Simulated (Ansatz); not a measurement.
**GaN: geometry relaxation (part 2 of 2)**

The same run, continued: GaN (8 atoms in the cell); DFT, PBEsol, plane waves, PAW, no spin polarisation (Ansatz 0.2.0); cutoff 420 eV, 12×12×2 k-mesh, Fermi–Dirac smearing of 0.02 eV. The structure was built on a prototype by a generator. The geometry comes from this level: PBE.

Geometry of the input (Å; fractional positions):
```
3.2171  0.0000  0.0000
-1.6086  2.7861  0.0000
0.0000  0.0000  10.4954
Ga 0.0000  0.0000  -0.0004
Ga 0.3333  0.6667  0.2499
Ga 0.0000  0.0000  0.4996
Ga 0.6667  0.3333  0.7499
N  0.0000  0.0000  0.1876
N  0.3333  0.6667  0.4378
N  0.0000  0.0000  0.6876
N  0.6667  0.3333  0.9378
```

## Output, continued
```
--- Forces (eV/Å), atoms counted from 1 ---
  atom   1  Ga     0.00000000    -0.00000000     0.00066960
  atom   2  Ga     0.00000000    -0.00000000     0.00078392
  atom   3  Ga    -0.00000000     0.00000000     0.00066960
  atom   4  Ga    -0.00000000     0.00000000     0.00078392
  atom   5  N     -0.00000000     0.00000000    -0.00073345
  atom   6  N      0.00000000    -0.00000000    -0.00072040
  atom   7  N      0.00000000    -0.00000000    -0.00073345
  atom   8  N     -0.00000000     0.00000000    -0.00072040
  max |Σ_I F_I| component: 6.62e-7 eV/Å
--- Stress (GPa, compression-positive) ---
       -0.002182       0.000000       0.000000
        0.000000      -0.002182      -0.000000
        0.000000      -0.000000      -0.002307
  P = ⅓ Tr σ = -0.0022 GPa (-0.022 kbar)
--- Band table (eV; the first three rows and the last of 38) ---
  k-point 0: bands = ["-6.3811", "-5.8228", "-5.8095", "-5.4511", "-3.8724", "-3.8653", "-3.8653", "-3.8416", "-3.8416", "-3.8023", "-3.8023", "-3.7905", "-3.7905", "-3.5705", "-3.5705", "-3.5651", "-3.5651", "-3.5201", "-3.5180", "-3.5180", "-3.5075", "-3.4983", "-3.4983", "-2.2497", "2.4605", "5.7133", "5.7267", "8.5968", "8.5968", "9.0611", "9.0611", "9.0985", "9.0985", "9.5908", "9.6137", "9.6137", "11.3996", "13.5817", "13.8948", "14.0091", "17.9843", "18.3215", "18.4709", "19.6221"]
  k-point 1: bands = ["-6.2058", "-6.2058", "-5.5300", "-5.5300", "-3.8542", "-3.8542", "-3.8542", "-3.8542", "-3.8126", "-3.8126", "-3.7963", "-3.7963", "-3.7963", "-3.7963", "-3.5670", "-3.5670", "-3.5670", "-3.5670", "-3.5084", "-3.5084", "-3.5084", "-3.5084", "-2.8001", "-2.8001", "3.5247", "3.5247", "8.0619", "8.0619", "8.7331", "8.7331", "8.7331", "8.7331", "9.4508", "9.4508", "9.4508", "9.4508", "12.5739", "12.5739", "14.0358", "14.0358", "18.2408", "18.2408", "19.1258", "19.1258"]
  k-point 2: bands = ["-6.3109", "-5.7779", "-5.7655", "-5.4324", "-3.8648", "-3.8553", "-3.8447", "-3.8337", "-3.8290", "-3.7964", "-3.7899", "-3.7858", "-3.7760", "-3.6078", "-3.5773", "-3.5728", "-3.5684", "-3.5595", "-3.5188", "-3.5117", "-3.4965", "-3.4435", "-3.4221", "-2.1984", "2.5611", "5.7019", "5.7186", "8.0869", "8.4435", "8.6464", "8.6909", "8.9537", "8.9863", "8.9869", "9.5238", "9.5523", "12.0005", "13.9228", "14.2160", "14.4492", "17.7416", "18.1059", "18.1602", "19.2656"]
  k-point 37: bands = ["-5.3171", "-5.3171", "-5.2949", "-5.2949", "-3.8059", "-3.8059", "-3.6998", "-3.6998", "-3.6864", "-3.6864", "-3.6628", "-3.6628", "-3.5981", "-3.5981", "-3.5717", "-3.5717", "-3.5537", "-3.5537", "-3.5177", "-3.5177", "-1.7869", "-1.7869", "-1.7523", "-1.7523", "3.5246", "3.5246", "3.7412", "3.7412", "5.0345", "5.0345", "5.8282", "5.8282", "7.3794", "7.3794", "7.6507", "7.6507", "15.0194", "15.0194", "16.7490", "16.7490", "17.0670", "17.0670", "17.3472", "17.3472"]
--- Relaxed structure (5 steps of the walk, 5 accepted, 2 SCFs on fresh bases) ---
  F+E_penalty+E_count = -16491.36641117 eV   max|allowed force component| = 7.840e-4 eV/Å   (the final SCF, on the basis selected at the relaxed cell)
  cell:  # Å, volume = 90.9770 Å³
    - [3.1814082349836603, -2.8547028239483102e-11, 1.727596436147731e-18]
    - [-1.5907041174671077, 2.755180351319136, -1.3979279055833158e-18]
    - [5.636020347610757e-18, -2.01208506941208e-18, 10.379160452667374]
  atoms:
    - { symbol: Ga, position: [-1.1468393049078553e-21, -1.1971234468774176e-32, -0.00033101006145209305] }
    - { symbol: Ga, position: [0.3333333333333333, 0.6666666666666669, 0.24994184735002997] }
    - { symbol: Ga, position: [-1.1468393049073117e-21, -1.18444691579815e-32, 0.49966898993854797] }
    - { symbol: Ga, position: [0.6666666666666667, 0.3333333333333334, 0.7499418473500301] }
    - { symbol: N, position: [7.962313343968966e-22, 7.246311415756975e-33, 0.18761613254095555] }
    - { symbol: N, position: [0.3333333333333333, 0.6666666666666669, 0.4377730300704667] }
    - { symbol: N, position: [7.962313343978596e-22, 9.340760230278094e-33, 0.6876161325409557] }
    - { symbol: N, position: [0.6666666666666667, 0.3333333333333334, 0.9377730300704671] }
```

## File rho_z.tsv
```
# z_ang	rho[e/angstrom^3]
# format = ansatz-planar-average/11
# lattice	3.181408235	-0.000000000	0.000000000
# lattice	-1.590704117	2.755180351	-0.000000000
# lattice	0.000000000	-0.000000000	10.379160453
# sites	8
# site	31	-0.000000000	0.000000000	-0.003435607
# site	31	0.000000000	1.836786901	2.594186537
# site	31	0.000000000	-0.000000000	5.186144620
# site	31	1.590704118	0.918393450	7.783766764
# site	7	0.000000000	-0.000000000	1.947297943
# site	7	0.000000000	1.836786901	4.543716521
# site	7	0.000000000	-0.000000000	7.136878169
# site	7	1.590704118	0.918393450	9.733296747
0.000000	2.189173e0
0.144155	1.747826e0
0.288310	1.022557e0
0.432465	5.169435e-1
0.576620	2.882298e-1
0.720775	2.011992e-1
0.864930	1.724453e-1
1.009085	1.769207e-1
1.153240	2.092873e-1
1.297395	2.721643e-1
1.441550	3.698598e-1
1.585705	4.964878e-1
1.729860	6.243774e-1
1.874015	7.336286e-1
2.018170	8.382678e-1
2.162325	1.012197e0
2.306480	1.392979e0
2.450635	1.944609e0
2.594790	2.188138e0
2.738945	1.759385e0
2.883100	1.034453e0
3.027255	5.232620e-1
3.171410	2.908596e-1
3.315565	2.024672e-1
3.459720	1.731494e-1
3.603875	1.772021e-1
3.748030	2.091351e-1
3.892185	2.715653e-1
4.036340	3.688727e-1
4.180495	4.955346e-1
4.324650	6.242166e-1
4.468805	7.349596e-1
4.612960	8.419942e-1
4.757115	1.020505e0
4.901270	1.407363e0
5.045425	1.958500e0
5.189580	2.189173e0
5.333735	1.747826e0
5.477890	1.022557e0
5.622045	5.169435e-1
5.766200	2.882298e-1
5.910355	2.011992e-1
6.054510	1.724453e-1
6.198665	1.769207e-1
6.342820	2.092873e-1
6.486975	2.721643e-1
6.631130	3.698598e-1
6.775285	4.964878e-1
6.919440	6.243774e-1
7.063595	7.336286e-1
7.207750	8.382678e-1
7.351905	1.012197e0
7.496060	1.392979e0
7.640215	1.944609e0
7.784370	2.188138e0
7.928525	1.759385e0
8.072680	1.034453e0
8.216835	5.232620e-1
8.360990	2.908596e-1
8.505145	2.024672e-1
8.649300	1.731494e-1
8.793455	1.772021e-1
8.937610	2.091351e-1
9.081765	2.715653e-1
9.225920	3.688727e-1
9.370075	4.955346e-1
9.514230	6.242166e-1
9.658385	7.349596e-1
9.802540	8.419942e-1
9.946695	1.020505e0
10.090850	1.407363e0
10.235005	1.958500e0
```

## File v_z.tsv
```
# z_ang	v_es[eV]	v_tot[eV]
# format = ansatz-planar-average/11
# xc	pbesol
# density_cutoff_ev	1680
# datasets	Ga=:simpson_from_first_knot:soft:shift=-1252651	N=:simpson_from_first_knot:soft:shift=-194789
# lattice	3.181408235	-0.000000000	0.000000000
# lattice	-1.590704117	2.755180351	-0.000000000
# lattice	0.000000000	-0.000000000	10.379160453
# sites	8
# site	31	-0.000000000	0.000000000	-0.003435607
# site	31	0.000000000	1.836786901	2.594186537
# site	31	0.000000000	-0.000000000	5.186144620
# site	31	1.590704118	0.918393450	7.783766764
# site	7	0.000000000	-0.000000000	1.947297943
# site	7	0.000000000	1.836786901	4.543716521
# site	7	0.000000000	-0.000000000	7.136878169
# site	7	1.590704118	0.918393450	9.733296747
0.000000	2.662908e0	-1.034709e1
0.144155	3.594107e0	-8.702413e0
0.288310	4.327857e0	-7.109077e0
0.432465	5.341541e0	-5.134507e0
0.576620	6.736070e0	-2.783805e0
0.720775	8.481611e0	-3.712909e-1
0.864930	1.023915e1	1.612325e0
1.009085	1.143826e1	2.801133e0
1.153240	1.185979e1	2.951413e0
1.297395	1.124973e1	1.749427e0
1.441550	9.361992e0	-9.277733e-1
1.585705	6.602014e0	-4.542381e0
1.729860	3.451815e0	-8.507688e0
1.874015	6.534353e-1	-1.201781e1
2.018170	-1.000022e0	-1.425033e1
2.162325	-1.228013e0	-1.486224e1
2.306480	-2.893125e-1	-1.401622e1
2.450635	1.215733e0	-1.228754e1
2.594790	2.641963e0	-1.035172e1
2.738945	3.557708e0	-8.726226e0
2.883100	4.282091e0	-7.146021e0
3.027255	5.288035e0	-5.175271e0
3.171410	6.675197e0	-2.820309e0
3.315565	8.416845e0	-4.022602e-1
3.459720	1.017974e1	1.539728e0
3.603875	1.139184e1	2.721633e0
3.748030	1.182517e1	2.938179e0
3.892185	1.122953e1	1.755322e0
4.036340	9.354048e0	-9.265806e-1
4.180495	6.596521e0	-4.550981e0
4.324650	3.439530e0	-8.530916e0
4.468805	6.367769e-1	-1.205241e1
4.612960	-1.015053e0	-1.428778e1
4.757115	-1.239220e0	-1.489810e1
4.901270	-2.941109e-1	-1.404392e1
5.045425	1.221586e0	-1.230243e1
5.189580	2.662908e0	-1.034709e1
5.333735	3.594107e0	-8.702413e0
5.477890	4.327857e0	-7.109077e0
5.622045	5.341541e0	-5.134507e0
5.766200	6.736070e0	-2.783805e0
5.910355	8.481611e0	-3.712909e-1
6.054510	1.023915e1	1.612325e0
6.198665	1.143826e1	2.801133e0
6.342820	1.185979e1	2.951413e0
6.486975	1.124973e1	1.749427e0
6.631130	9.361992e0	-9.277733e-1
6.775285	6.602014e0	-4.542381e0
6.919440	3.451815e0	-8.507688e0
7.063595	6.534353e-1	-1.201781e1
7.207750	-1.000022e0	-1.425033e1
7.351905	-1.228013e0	-1.486224e1
7.496060	-2.893125e-1	-1.401622e1
7.640215	1.215733e0	-1.228754e1
7.784370	2.641963e0	-1.035172e1
7.928525	3.557708e0	-8.726226e0
8.072680	4.282091e0	-7.146021e0
8.216835	5.288035e0	-5.175271e0
8.360990	6.675197e0	-2.820309e0
8.505145	8.416845e0	-4.022602e-1
8.649300	1.017974e1	1.539728e0
8.793455	1.139184e1	2.721633e0
8.937610	1.182517e1	2.938179e0
9.081765	1.122953e1	1.755322e0
9.225920	9.354048e0	-9.265806e-1
9.370075	6.596521e0	-4.550981e0
9.514230	3.439530e0	-8.530916e0
9.658385	6.367769e-1	-1.205241e1
9.802540	-1.015053e0	-1.428778e1
9.946695	-1.239220e0	-1.489810e1
10.090850	-2.941109e-1	-1.404392e1
10.235005	1.221586e0	-1.230243e1
```

## Trajectory as extended XYZ (Å, eV, eV/Å), 7 frames, from step=1 to step=7
```
8
Lattice="3.2171 0.0000 0.0000 -1.6086 2.7861 0.0000 0.0000 0.0000 10.4954" Properties=species:S:1:pos:R:3:forces:R:3 step=1 energy=-16491.30785 pressure_GPa=-5.86
Ga    0.0000    0.0000   -0.0037    0.0000   0.0000  -0.0002
Ga    0.0000    1.8574    2.6232    0.0000   0.0000  -0.0001
Ga    0.0000    0.0000    5.2440    0.0000   0.0000  -0.0002
Ga    1.6086    0.9287    7.8709    0.0000   0.0000  -0.0001
N     0.0000    0.0000    1.9692    0.0000   0.0000   0.0002
N     0.0000    1.8574    4.5947    0.0000   0.0000   0.0001
N     0.0000    0.0000    7.2169    0.0000   0.0000   0.0002
N     1.6086    0.9287    9.8424    0.0000   0.0000   0.0001
8
Lattice="3.1954 0.0000 0.0000 -1.5977 2.7673 0.0000 0.0000 0.0000 10.4225" Properties=species:S:1:pos:R:3:forces:R:3 step=2 energy=-16491.36302 pressure_GPa=-2.28
Ga    0.0000    0.0000   -0.0037    0.0000   0.0000   0.0023
Ga    0.0000    1.8448    2.6049    0.0000   0.0000   0.0006
Ga    0.0000    0.0000    5.2075    0.0000   0.0000   0.0023
Ga    1.5977    0.9224    7.8161    0.0000   0.0000   0.0006
N     0.0000    0.0000    1.9556    0.0000   0.0000  -0.0014
N     0.0000    1.8448    4.5628    0.0000   0.0000  -0.0015
N     0.0000    0.0000    7.1668    0.0000   0.0000  -0.0014
N     1.5977    0.9224    9.7741    0.0000   0.0000  -0.0015
8
Lattice="3.1813 0.0000 0.0000 -1.5907 2.7551 0.0000 0.0000 0.0000 10.3798" Properties=species:S:1:pos:R:3:forces:R:3 step=3 energy=-16491.37490 pressure_GPa=0.13
Ga    0.0000    0.0000   -0.0034    0.0000   0.0000   0.0016
Ga    0.0000    1.8367    2.5944    0.0000   0.0000   0.0012
Ga    0.0000    0.0000    5.1865    0.0000   0.0000   0.0016
Ga    1.5907    0.9184    7.7843    0.0000   0.0000   0.0012
N     0.0000    0.0000    1.9474    0.0000   0.0000  -0.0014
N     0.0000    1.8367    4.5440    0.0000   0.0000  -0.0014
N     0.0000    0.0000    7.1373    0.0000   0.0000  -0.0014
N     1.5907    0.9184    9.7339    0.0000   0.0000  -0.0014
8
Lattice="3.1822 0.0000 0.0000 -1.5911 2.7558 0.0000 0.0000 0.0000 10.3814" Properties=species:S:1:pos:R:3:forces:R:3 step=4 energy=-16491.37472 pressure_GPa=-0.00
Ga    0.0000    0.0000   -0.0034    0.0000   0.0000   0.0006
Ga    0.0000    1.8372    2.5948    0.0000   0.0000   0.0008
Ga    0.0000    0.0000    5.1873    0.0000   0.0000   0.0006
Ga    1.5911    0.9186    7.7855    0.0000   0.0000   0.0008
N     0.0000    0.0000    1.9477    0.0000   0.0000  -0.0007
N     0.0000    1.8372    4.5447    0.0000   0.0000  -0.0007
N     0.0000    0.0000    7.1385    0.0000   0.0000  -0.0007
N     1.5911    0.9186    9.7355    0.0000   0.0000  -0.0007
8
Lattice="3.1822 0.0000 0.0000 -1.5911 2.7558 0.0000 0.0000 0.0000 10.3814" Properties=species:S:1:pos:R:3:forces:R:3 step=5 energy=-16491.36642 pressure_GPa=-0.13
Ga    0.0000    0.0000   -0.0034    0.0000   0.0000   0.0006
Ga    0.0000    1.8372    2.5948    0.0000   0.0000   0.0008
Ga    0.0000    0.0000    5.1873    0.0000   0.0000   0.0006
Ga    1.5911    0.9186    7.7855    0.0000   0.0000   0.0008
N     0.0000    0.0000    1.9477    0.0000   0.0000  -0.0008
N     0.0000    1.8372    4.5447    0.0000   0.0000  -0.0007
N     0.0000    0.0000    7.1385    0.0000   0.0000  -0.0008
N     1.5911    0.9186    9.7355    0.0000   0.0000  -0.0007
8
Lattice="3.1814 0.0000 0.0000 -1.5907 2.7552 0.0000 0.0000 0.0000 10.3792" Properties=species:S:1:pos:R:3:forces:R:3 step=6 energy=-16491.36666 pressure_GPa=-0.00
Ga    0.0000    0.0000   -0.0034    0.0000   0.0000   0.0007
Ga    0.0000    1.8368    2.5942    0.0000   0.0000   0.0008
Ga    0.0000    0.0000    5.1861    0.0000   0.0000   0.0007
Ga    1.5907    0.9184    7.7838    0.0000   0.0000   0.0008
N     0.0000    0.0000    1.9473    0.0000   0.0000  -0.0007
N     0.0000    1.8368    4.5437    0.0000   0.0000  -0.0007
N     0.0000    0.0000    7.1369    0.0000   0.0000  -0.0007
N     1.5907    0.9184    9.7333    0.0000   0.0000  -0.0007
8
Lattice="3.1814 0.0000 0.0000 -1.5907 2.7552 0.0000 0.0000 0.0000 10.3792" Properties=species:S:1:pos:R:3:forces:R:3 step=7 energy=-16491.36641 pressure_GPa=-0.00
Ga    0.0000    0.0000   -0.0034    0.0000   0.0000   0.0007
Ga    0.0000    1.8368    2.5942    0.0000   0.0000   0.0008
Ga    0.0000    0.0000    5.1861    0.0000   0.0000   0.0007
Ga    1.5907    0.9184    7.7838    0.0000   0.0000   0.0008
N     0.0000    0.0000    1.9473    0.0000   0.0000  -0.0007
N     0.0000    1.8368    4.5437    0.0000   0.0000  -0.0007
N     0.0000    0.0000    7.1369    0.0000   0.0000  -0.0007
N     1.5907    0.9184    9.7333    0.0000   0.0000  -0.0007
```

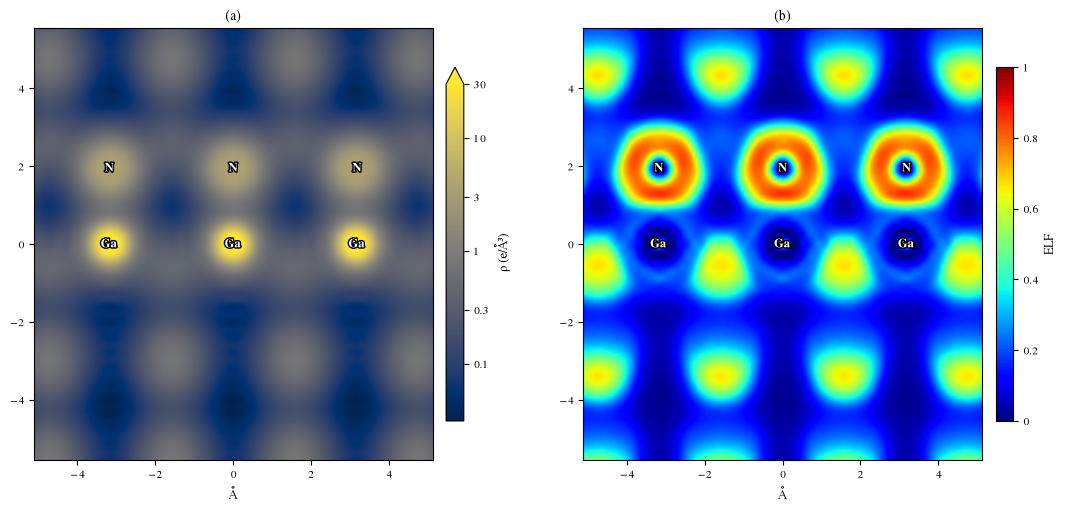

Figure 1. (a) valence charge density (pseudo); (b) ELF on the (100) plane of the conventional cell. The section cuts through Ga and N sites. Ga–N (1.95 Å): ρ is about 0.76 e/Å³ halfway; the ELF is about 0.50 at the midpoint. Away from the nuclei the density in this plane falls to 0.03 e/Å³ at its lowest. In a PAW calculation such maps are meaningful between the atoms, not at the nuclei.

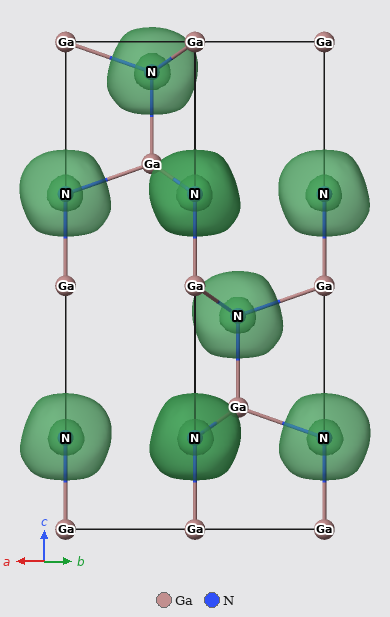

Figure 2. Isosurface of the ELF at 0.6 (green), seen along [110]. Only the valence region is drawn (cores and ρ < 0.01 e/Å³ removed). Sticks mark near contacts. The outline is the cell set on symmetry axes. Along the contacts the grid gives the following. Ga–N (1.95 Å): the ELF is about 0.50 at the midpoint.

## Summary

```json
{"quantity": "outcome", "value": "converged"}
{"quantity": "space group (tolerance 0.01 Å)", "value": "P6₃mc (186)"}
{"quantity": "electrons treated", "value": "72"}
{"quantity": "free energy", "value": "−16491.3664 eV"}
{"quantity": "Fermi energy", "value": "10.516 eV"}
{"quantity": "gap on the k-point mesh", "value": "1.79 eV"}
{"quantity": "pressure", "value": "0.00 GPa"}
{"quantity": "final volume", "value": "90.98 Å³"}
{"quantity": "largest force (length of the vector) at the end", "value": "0.001 eV/Å"}
{"quantity": "final cell", "value": "a = 3.181 Å, b = 3.181 Å, c = 10.379 Å, α = 90.00°, β = 90.00°, γ = 120.00°"}
{"quantity": "hardware", "value": "8 threads of Intel Xeon (Sapphire Rapids), 64 GiB of memory available, shared host"}
{"quantity": "wall time", "value": "9.1 s (CPU time 62 s)"}
{"quantity": "peak memory", "value": "0.72 GiB"}
```
